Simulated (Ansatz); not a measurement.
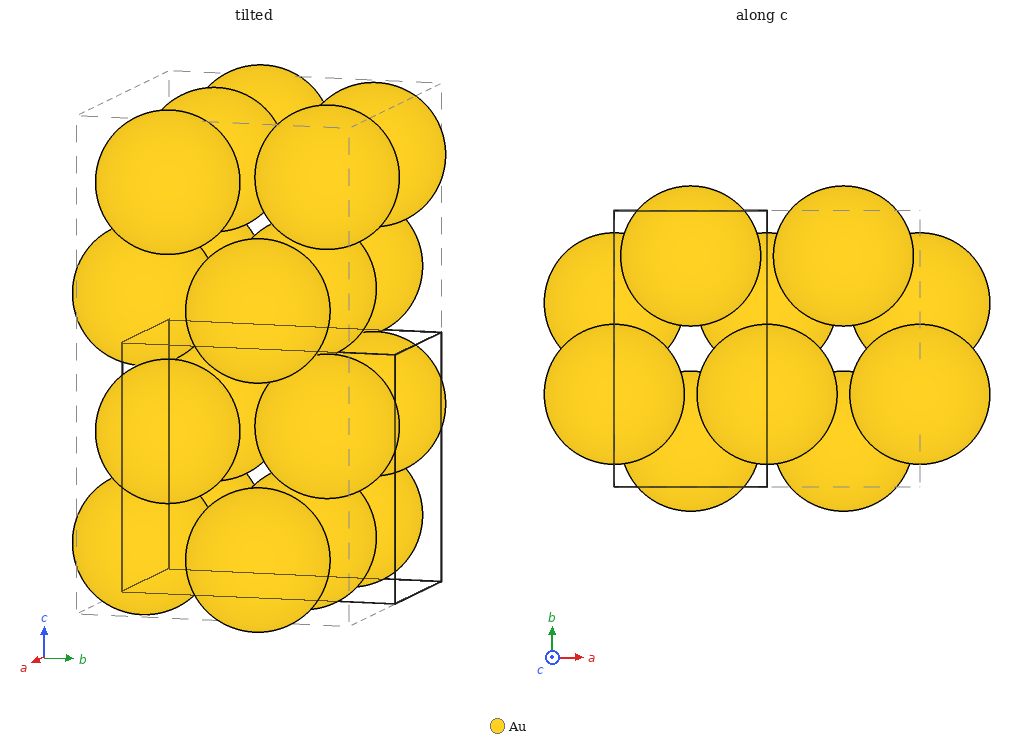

The figure gives a space-filling picture of the atoms, viewed slightly off an axis and along the c axis. The drawing covers 2×1×2 cells, and the solid lines enclose one conventional unit cell.

Au, space group Cmcm (No. 63), a = 2.94 Å, b = 5.32 Å, c = 4.70 Å, α = 90.00°, β = 90.00°, γ = 90.00°.

Computational set-up: Ansatz, DFT PBEsol, scalar-relativistic, plane waves, PAW, a basis cut at 420 eV, k-points about 0.13 Å⁻¹ apart, Gaussian smearing of 0.15 eV, no spin polarisation.

Does it come out as a metal, or with a gap?

A metal: bands cross the Fermi level.

How far is the cell from zero pressure?

The computed pressure is -9.7 GPa (stretched: it would shrink). The stress isn't hydrostatic: its largest component is 11.4 GPa.

Origin of the cell: a structure listed in the Materials Project. The cell was then strained or its atoms displaced on purpose. It was run through Ansatz as a DFT input.

At this level of theory the run's own cell isn't at rest (stretched, at -10 GPa), so its distances can differ from those at equilibrium, the more so the softer the solid.
